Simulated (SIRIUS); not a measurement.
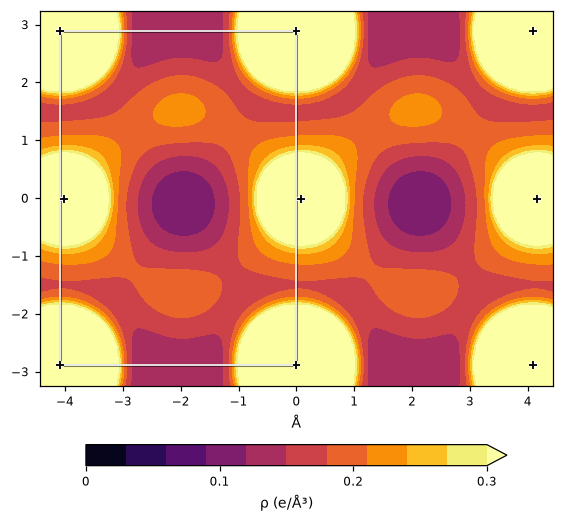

The electron density on a plane through atoms (crosses mark nuclei in the plane).

The calculation used SIRIUS, Kohn-Sham DFT of a periodic cell, PBEsol, all-electron FP-LAPW.

Candidates:
A. ScAl₃, a = 4.09 Å, b = 4.09 Å, c = 4.09 Å, α = 90.00°, β = 90.00°, γ = 90.00°. Space group P1; a structure from a database of computed crystals, not necessarily the ambient phase; not relaxed (largest force 0.4 eV/Å).
B. TaN, a = 2.88 Å, b = 2.94 Å, c = 2.94 Å, α = 120.00°, β = 90.00°, γ = 90.00°. Space group P1; not relaxed (largest force 1.3 eV/Å).
C. C, a = 2.52 Å, b = 2.52 Å, c = 6.18 Å, α = 90.00°, β = 90.00°, γ = 120.00°. Space group C2/m; not relaxed (largest force 1.7 eV/Å).

Q: Which candidate gave the map?

A: Candidate A: ScAl₃ on the (110) plane of the conventional cell, which holds Sc and Al. Sc–Al (2.87 Å): ρ is about 0.18 e/Å³ halfway. Sc–Al (2.87 Å): ρ at the midpoint is about 0.18 e/Å³.
